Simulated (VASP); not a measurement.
# Efg calculation of Si₁₂HO₂₃ (charge +1) (part 4 of 4)

The same run, continued: Si₁₂HO₂₃ (defect cell, 36 atoms in the cell, total charge +1); Kohn-Sham DFT of a periodic cell, PBE, VASP PAW PBE potentials, recommended, no spin polarisation (VASP 6.6.1); cutoff 520 eV, 3×3×2 k-mesh, fermi-dirac of 0.01 eV. The structure derives from a Materials Project entry. It belongs to a series of runs on one base structure; here: H on a O site, charge +1, host positions.

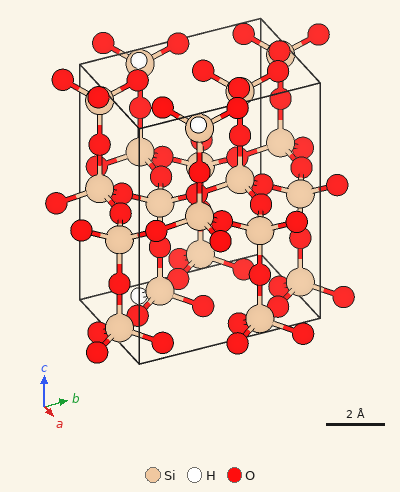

*The input geometry (ball-and-stick view of the cell of the calculation, seen slightly off an axis; bonded neighbours outside the cell are drawn too).*

Parts of OUTCAR, continued:
```
 POSITION                                       TOTAL-FORCE (eV/Angst)
 -----------------------------------------------------------------------------------
      2.53454      1.46332      8.02038         0.923417     -0.858321     -0.815079
      0.00000      5.85326      8.02038         0.262913      0.907378     -0.812365
     -2.53454      1.46332      8.02038        -2.806205     -0.532154     -1.177985
      2.53454      1.46332      4.81735         0.263025     -0.084746     -0.340473
      0.00000      5.85326      4.81735        -0.043293      0.257641     -0.288911
     -2.53454      1.46332      4.81735        -0.115951     -0.105619     -1.509097
      0.00000      2.92663      0.53811         1.863962      2.164168      1.177985
      5.06907      2.92663      0.53811         0.281619     -1.228863      0.815079
     -5.06907      2.92663      0.53811        -0.917269      0.226000      0.812365
      0.00000      2.92663      3.74114         0.149444      0.047607      1.509097
      5.06907      2.92663      3.74114        -0.058120     -0.270159      0.340473
     -5.06907      2.92663      3.74114        -0.201478      0.166314      0.288911
     -1.06770      1.84930      0.00000         0.043412     -0.075192     -0.000000
     -3.60223      6.23925      0.00000        -0.046259      0.080123     -0.000000
      1.46684      6.23925      0.00000         0.202502     -0.350744     -0.000000
      1.06770      1.84930      4.27924        -0.392462     -0.081151     -0.192068
     -1.46684      6.23925      4.27924        -0.119189     -0.206340     -0.014364
      3.60223      6.23925      4.27924         0.186134     -0.351869      0.252721
     -4.66993      4.38995      4.27924         0.238291      0.000051      0.014364
      0.39915      4.38995      4.27924         0.211661     -0.337131     -0.252721
      5.46822      4.38995      4.27924         0.266509      0.299307      0.192068
      1.46684      2.54064      0.00000        -1.525441      0.238771      0.165084
     -1.06770      6.93059      0.00000         0.059480      0.315118      0.022956
     -3.60223      2.54064      0.00000         1.993126     -0.284305     -0.268436
     -1.46684      2.54064      4.27924        -0.104328      0.180701     -0.000000
      3.60223      2.54064      4.27924        -0.143640      0.248792     -0.000000
      1.06770      6.93059      4.27924        -0.102425      0.177406     -0.000000
      2.53454      1.46332      6.41887        -0.151250      0.096128      0.531719
      0.00000      5.85326      6.41887        -0.023544     -0.150423      0.483804
     -2.53454      1.46332      6.41887         0.769166      0.250099      1.974168
      0.00000      2.92663      2.13962        -0.601175     -0.541068     -1.974168
      5.06907      2.92663      2.13962        -0.007624      0.179051     -0.531719
     -5.06907      2.92663      2.13962         0.142043     -0.054822     -0.483804
     -5.46822      4.38995      0.00000        -0.302640      0.106048     -0.022956
     -0.39915      4.38995      0.00000        -0.750348     -1.868250      0.268436
      4.66993      4.38995      0.00000         0.555938      1.440456     -0.165084
 -----------------------------------------------------------------------------------
    total drift:                               -0.003079      0.005339     -0.000000

  FREE ENERGIE OF THE ION-ELECTRON SYSTEM (eV)
  ---------------------------------------------------
  free  energy   TOTEN  =      -279.0421678709 eV

  energy  without entropy=     -279.0421678709  energy(sigma->0) =     -279.04216787

 Electric field gradients (V/A^2)
---------------------------------------------------------------------
 ion       V_xx      V_yy      V_zz      V_xy      V_xz      V_yz
---------------------------------------------------------------------
   1       2.045     1.581    -3.625    -3.104    -1.735     1.537
   2      -1.851     5.582    -3.731     1.114    -0.506    -3.290
   3      30.716   -14.559   -16.157    20.982    19.176     7.700
   4       0.484    -0.962     0.478    -0.480     0.474    -0.267
   5      -0.958     0.700     0.258    -0.404     0.001     0.510
   6      -2.610    -2.928     5.538     0.880    -1.069    -0.400
   7      14.931     1.226   -16.157    30.096    16.256    12.756
   8      -0.991     4.617    -3.625    -1.351     0.464    -2.271
   9       4.689    -0.957    -3.731    -2.662    -3.102     1.207
  10      -2.086    -3.452     5.538     0.578    -0.881    -0.726
  11      -1.016     0.538     0.478     0.386     0.006     0.544
  12      -0.064    -0.194     0.258    -0.920     0.442    -0.254
  13       9.751    -2.786    -6.965    10.858     8.485     4.899
  14      47.623    -6.316   -41.308    46.713    39.246    22.659
  15      49.573   -10.614   -38.959    52.131    38.443    22.195
  16      43.751   -13.040   -30.711   -49.698    41.492   -25.462
  17      44.560   -11.210   -33.350   -49.966    41.028   -23.629
  18      44.106   -14.665   -29.441   -49.180    43.067   -24.139
  19     -40.546    73.896   -33.350    -0.830     0.051    47.345
  20     -42.564    72.004   -29.440     0.859     0.628    49.366
  21     -41.882    72.593   -30.711    -0.257    -1.305    48.664
  22      72.980   -19.953   -53.026   -26.742   -33.672    24.840
  23      44.801    -5.352   -39.449   -50.911   -39.313    22.433
  24      66.542   -21.660   -44.882   -54.188   -33.257    20.551
  25      43.141   -14.177   -28.964    49.646   -42.784   -24.701
  26      45.419   -12.283   -33.135    49.972   -40.940   -23.637
  27      45.158   -11.637   -33.521    49.187   -41.056   -23.704
  28     -47.847   -49.319    97.166    -0.381    -1.128     1.176
  29     -49.869   -47.681    97.550     0.049    -0.525    -1.143
  30     -38.031   -60.158    98.188     6.122    22.316     6.034
  31     -49.327   -48.863    98.190    12.644    16.383    16.309
  32     -49.283   -47.882    97.166     0.449     0.455    -1.565
  33     -48.187   -49.361    97.548    -0.922    -1.253     0.117
  34     -36.904    76.353   -39.449    -3.739    -0.229   -45.262
  35     -46.538    91.419   -44.881    11.099     1.169   -39.077
  36     -19.886    72.912   -53.026    26.874     4.676   -41.581
---------------------------------------------------------------------

 Electric field gradients after diagonalization (V/A^2)
 (convention: |V_zz| > |V_xx| > |V_yy|)
----------------------------------------------------------------------
 ion       V_xx      V_yy      V_zz     asymmetry (V_yy - V_xx)/ V_zz
----------------------------------------------------------------------
   1      -4.214    -1.299     5.513       0.529
   2      -4.784    -2.014     6.798       0.407
   3     -23.121   -22.712    45.832       0.009
   4       1.093     0.024    -1.117       0.957
   5      -1.062    -0.029     1.091       0.947
   6      -3.680    -2.026     5.707       0.290
   7     -23.121   -22.711    45.832       0.009
   8      -4.214    -1.299     5.513       0.529
   9      -4.784    -2.014     6.798       0.407
  10      -3.680    -2.026     5.706       0.290
  11       1.093     0.024    -1.116       0.957
  12      -1.063    -0.029     1.091       0.947
  13     -10.574    -9.056    19.630       0.077
  14     -56.923   -33.286    90.208       0.262
  15     -53.730   -40.714    94.444       0.138
  16     -50.176   -41.735    91.910       0.092
  17     -51.272   -40.533    91.805       0.117
  18     -49.508   -42.562    92.070       0.075
  19     -51.271   -40.539    91.811       0.117
  20     -49.508   -42.562    92.069       0.075
  21     -50.175   -41.735    91.910       0.092
  22     -68.823   -21.993    90.816       0.516
  23     -55.154   -36.884    92.038       0.199
  24     -56.927   -45.630   102.557       0.110
  25     -49.143   -42.842    91.985       0.068
  26     -50.978   -41.135    92.113       0.107
  27     -51.493   -40.035    91.529       0.125
  28     -49.417   -47.767    97.184       0.017
  29     -49.872   -47.689    97.561       0.022
  30     -61.739   -40.308   102.047       0.210
  31     -61.742   -40.307   102.048       0.210
  32     -49.420   -47.764    97.184       0.017
  33     -49.869   -47.690    97.559       0.022
  34     -55.154   -36.884    92.038       0.199
  35     -56.927   -45.630   102.557       0.110
  36     -68.823   -22.000    90.823       0.516
----------------------------------------------------------------------

           NMR quadrupolar parameters

 Cq : quadrupolar parameter    Cq=e*Q*V_zz/h
 eta: asymmetry parameters     (V_yy - V_xx)/ V_zz
 Q  : nuclear electric quadrupole moment in mb (millibarn)
----------------------------------------------------------------------
 ion       Cq(MHz)       eta       Q (mb)
----------------------------------------------------------------------
   1       0.013       0.529       1.000
   2       0.016       0.407       1.000
   3       0.111       0.009       1.000
   4      -0.003       0.957       1.000
   5       0.003       0.947       1.000
   6       0.014       0.290       1.000
   7       0.111       0.009       1.000
   8       0.013       0.529       1.000
   9       0.016       0.407       1.000
  10       0.014       0.290       1.000
  11      -0.003       0.957       1.000
  12       0.003       0.947       1.000
  13       0.047       0.077       1.000
  14       0.218       0.262       1.000
  15       0.228       0.138       1.000
  16       0.222       0.092       1.000
  17       0.222       0.117       1.000
  18       0.223       0.075       1.000
  19       0.222       0.117       1.000
  20       0.223       0.075       1.000
  21       0.222       0.092       1.000
  22       0.220       0.516       1.000
  23       0.223       0.199       1.000
  24       0.248       0.110       1.000
  25       0.222       0.068       1.000
  26       0.223       0.107       1.000
  27       0.221       0.125       1.000
  28       0.235       0.017       1.000
  29       0.236       0.022       1.000
  30       0.247       0.210       1.000
  31       0.247       0.210       1.000
  32       0.235       0.017       1.000
  33       0.236       0.022       1.000
  34       0.223       0.199       1.000
  35       0.248       0.110       1.000
  36       0.220       0.516       1.000
----------------------------------------------------------------------
```

CONTCAR:
```
Si12HO23
   1.00000000000000
     7.6036108327000003    4.3899467611000000    0.0000000000000000
    -7.6036108327000003    4.3899467611000000    0.0000000000000000
     0.0000000000000000    0.0000000000000000    8.5584885400000008
  Si              H               O
    12     1    23
Direct
     0.3333333332999970    0.0000000000000000    0.9371257999999969
     0.6666666667000030    0.6666666667000030    0.9371257999999969
     0.0000000000000000    0.3333333332999970    0.9371257999999969
     0.3333333332999970    0.0000000000000000    0.5628742000000031
     0.6666666667000030    0.6666666667000030    0.5628742000000031
     0.0000000000000000    0.3333333332999970    0.5628742000000031
     0.3333333332999970    0.3333333332999970    0.0628742000000031
     0.6666666667000030    0.0000000000000000    0.0628742000000031
     0.0000000000000000    0.6666666667000030    0.0628742000000031
     0.3333333332999970    0.3333333332999970    0.4371257999999969
     0.6666666667000030    0.0000000000000000    0.4371257999999969
     0.0000000000000000    0.6666666667000030    0.4371257999999969
     0.1404195817000016    0.2808391633000014    0.0000000000000000
     0.4737529149999986    0.9475058299999972    0.0000000000000000
     0.8070862483000028    0.6141724967000002    0.0000000000000000
     0.2808391633000014    0.1404195817000016    0.5000000000000000
     0.6141724967000002    0.8070862483000028    0.5000000000000000
     0.9475058299999972    0.4737529149999986    0.5000000000000000
     0.1929137516999972    0.8070862483000028    0.5000000000000000
     0.5262470850000014    0.4737529149999986    0.5000000000000000
     0.8595804182999984    0.1404195817000016    0.5000000000000000
     0.3858275032999998    0.1929137516999972    0.0000000000000000
     0.7191608366999986    0.8595804182999984    0.0000000000000000
     0.0524941700000028    0.5262470850000014    0.0000000000000000
     0.1929137516999972    0.3858275032999998    0.5000000000000000
     0.5262470850000014    0.0524941700000028    0.5000000000000000
     0.8595804182999984    0.7191608366999986    0.5000000000000000
     0.3333333332999970    0.0000000000000000    0.7500000000000000
     0.6666666667000030    0.6666666667000030    0.7500000000000000
     0.0000000000000000    0.3333333332999970    0.7500000000000000
     0.3333333332999970    0.3333333332999970    0.2500000000000000
     0.6666666667000030    0.0000000000000000    0.2500000000000000
     0.0000000000000000    0.6666666667000030    0.2500000000000000
     0.1404195817000016    0.8595804182999984    0.0000000000000000
     0.4737529149999986    0.5262470850000014    0.0000000000000000
     0.8070862483000028    0.1929137516999972    0.0000000000000000

  0.00000000E+00  0.00000000E+00  0.00000000E+00
  0.00000000E+00  0.00000000E+00  0.00000000E+00
  0.00000000E+00  0.00000000E+00  0.00000000E+00
  0.00000000E+00  0.00000000E+00  0.00000000E+00
  0.00000000E+00  0.00000000E+00  0.00000000E+00
  0.00000000E+00  0.00000000E+00  0.00000000E+00
  0.00000000E+00  0.00000000E+00  0.00000000E+00
  0.00000000E+00  0.00000000E+00  0.00000000E+00
  0.00000000E+00  0.00000000E+00  0.00000000E+00
  0.00000000E+00  0.00000000E+00  0.00000000E+00
  0.00000000E+00  0.00000000E+00  0.00000000E+00
  0.00000000E+00  0.00000000E+00  0.00000000E+00
  0.00000000E+00  0.00000000E+00  0.00000000E+00
  0.00000000E+00  0.00000000E+00  0.00000000E+00
  0.00000000E+00  0.00000000E+00  0.00000000E+00
  0.00000000E+00  0.00000000E+00  0.00000000E+00
  0.00000000E+00  0.00000000E+00  0.00000000E+00
  0.00000000E+00  0.00000000E+00  0.00000000E+00
  0.00000000E+00  0.00000000E+00  0.00000000E+00
  0.00000000E+00  0.00000000E+00  0.00000000E+00
  0.00000000E+00  0.00000000E+00  0.00000000E+00
  0.00000000E+00  0.00000000E+00  0.00000000E+00
  0.00000000E+00  0.00000000E+00  0.00000000E+00
  0.00000000E+00  0.00000000E+00  0.00000000E+00
  0.00000000E+00  0.00000000E+00  0.00000000E+00
  0.00000000E+00  0.00000000E+00  0.00000000E+00
  0.00000000E+00  0.00000000E+00  0.00000000E+00
  0.00000000E+00  0.00000000E+00  0.00000000E+00
  0.00000000E+00  0.00000000E+00  0.00000000E+00
  0.00000000E+00  0.00000000E+00  0.00000000E+00
  0.00000000E+00  0.00000000E+00  0.00000000E+00
  0.00000000E+00  0.00000000E+00  0.00000000E+00
  0.00000000E+00  0.00000000E+00  0.00000000E+00
  0.00000000E+00  0.00000000E+00  0.00000000E+00
  0.00000000E+00  0.00000000E+00  0.00000000E+00
  0.00000000E+00  0.00000000E+00  0.00000000E+00
```

Summary:

| quantity | value |
| --- | --- |
| outcome | converged |
| electrons treated | 186 |
| free energy | −279.0422 eV |
| Fermi energy of the self-consistent step | −0.044 eV |
| gap on the k-point mesh | 2.73 eV |
| pressure | 1.52 GPa |
| largest force (length of the vector) | 3.090 eV/Å |
| hardware | 1 thread of Intel Xeon (Granite Rapids), 144 GiB of memory available, shared host |
| wall time | 21 min |
| peak memory | 0.84 GiB |
